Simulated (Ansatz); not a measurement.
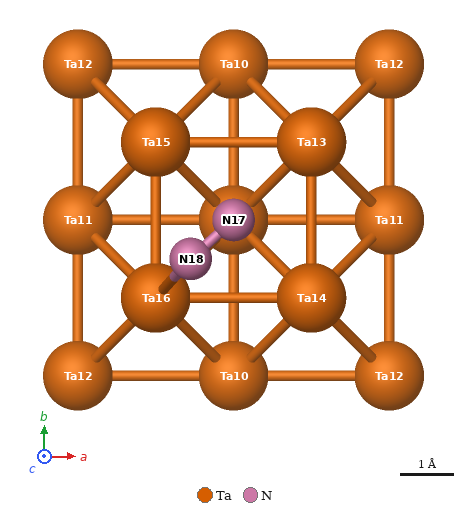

A slab of composition Ta8N (cut from the Fm-3m phase), before the constrained relaxation. A ball-and-stick model of the cell of the calculation, outlined in the plane, without the vacuum (origin shifted), seen along the c axis.

Case: 1 N2 a cell, flat, over a Ta atom of a lower plane. The slab is the (1 0 0) face of Ta with N2 on it. 8 atoms are held fixed.

Method: DFT PBE+D3(BJ), scalar-relativistic, plane waves, PAW (Ansatz).

Input file:
```yaml
crystal:
  lattice:
    - [5.9136804077, 0.0, 0.0]
    - [0.0, 5.9136804077, 0.0]
    - [0.0, 0.0, 24.272405277]
  atoms:
    - { symbol: Ta, position: [0.25, 0.25, 0.3295923872] }
    - { symbol: Ta, position: [0.25, 0.75, 0.3295923872] }
    - { symbol: Ta, position: [0.75, 0.25, 0.3295923872] }
    - { symbol: Ta, position: [0.75, 0.75, 0.3295923872] }
    - { symbol: Ta, position: [0.5, 0.5, 0.4157314301] }
    - { symbol: Ta, position: [0.5, 0.0, 0.4157314301] }
    - { symbol: Ta, position: [0.0, 0.5, 0.4157314301] }
    - { symbol: Ta, position: [0.0, 0.0, 0.4157314301] }
    - { symbol: Ta, position: [0.75, 0.75, 0.5076605309] }
    - { symbol: Ta, position: [0.75, 0.25, 0.5076605309] }
    - { symbol: Ta, position: [0.25, 0.75, 0.5076605309] }
    - { symbol: Ta, position: [0.25, 0.25, 0.5076605309] }
    - { symbol: Ta, position: [0.0, 0.0, 0.5911574277] }
    - { symbol: Ta, position: [0.0, 0.5, 0.5911574277] }
    - { symbol: Ta, position: [0.5, 0.0, 0.5911574277] }
    - { symbol: Ta, position: [0.5, 0.5, 0.5911574277] }
    - { symbol: "N", position: [0.75, 0.75, 0.7073387443] }
    - { symbol: "N", position: [0.6122515222, 0.6250064731, 0.7073387443] }
basis:
  ecutwfc: 420
kpoints:
  mp_grid: { grid: [3, 3, 1] }
hamiltonian:
  xc: pbe
  dispersion: d3bj
scf:
  occupations: { method: gaussian, width: 0.1 }
output:
  forces: true
  eigenvalues: true
  write_density: true
  write_potential: true
  elf: true
  volumetric_format: npy
relax:
  adjacent_minimum: "off"
  f_tol: 0.04
  max_steps: 100
  constraints: [{ sites: [0, 1, 2, 3, 4, 5, 6, 7] }]
efield:
  axis: 3
  dipole_correction: true
  ramp_width: 0.04
```

Launched with:
```bash
ansatz run input.yaml --threads 4 --pin off --max-ram 12288MiB --backend cpu --events-out ev --progress --plain --runs-dir out
```

### Where does the constrained relaxation end?

The energy falls by 1.252 eV per cell of the calculation in 21 accepted moves (24 points after the start). The largest force component goes from 0.99 to 0.038 eV/Å. The line search rejected the trial steps at points 9, 21, 23 of the run. The atom that moves furthest is N17 (1.28 Å at 66° to the normal (+c side)). By element the largest moves are N 1.28 Å, Ta 0.52 Å. The cell stays as it was. Among the contacts that change: Ta16–N18 2.990 → 2.141 Å, Ta14–Ta15 4.182 → 3.460 Å, Ta13–Ta16 4.182 → 3.562 Å, Ta12–Ta16 2.912 → 3.479 Å. Bond angles that change, for instance: Ta16–N18–N17 109.3° → 177.0°. Cost: 4 min on 4 threads of Intel(R) Xeon(R) 6975P-C (Granite Rapids), on a shared host, peak memory 2.4 GiB.

The end point in the same view:

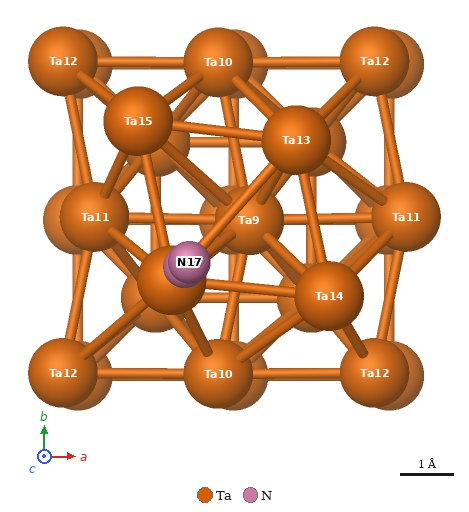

Limits of the set-up: the periodic images lie only 5.9 Å apart, so the values are limited by the cell's size.
